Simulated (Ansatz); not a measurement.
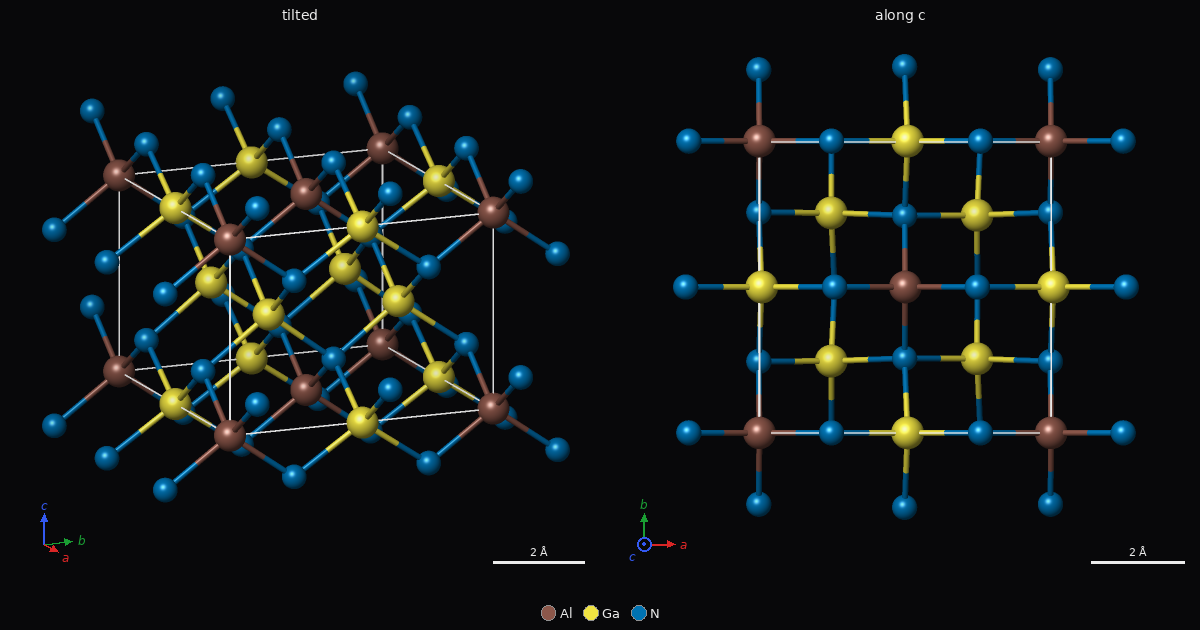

Crystal structure, ball-and-stick style, seen slightly off an axis and along the c axis. Lines trace the edges of the conventional unit cell. Some neighbours outside the box are added.

AlGa3N4, space group Cm (No. 8), a = 6.31 Å, b = 6.31 Å, c = 4.47 Å, α = 90.00°, β = 90.00°, γ = 90.00°.

Setup: DFT r2SCAN, scalar-relativistic, plane waves, PAW (Ansatz); plane-wave cutoff 500 eV, k-points about 0.23 Å⁻¹ apart, Gaussian smearing of 0.05 eV, no spin polarisation.

Predict the gap.

A semiconductor at this level, with a gap of 2.81 eV on the k-mesh (the true edges may lie between mesh points, so the gap can be somewhat smaller).

Give the pressure and its sign.

The computed pressure is 0.0 GPa, close to zero.

Source of the structure: a structure listed in the Materials Project. The cell was then strained or its atoms displaced on purpose. It went into a calculation with Ansatz.
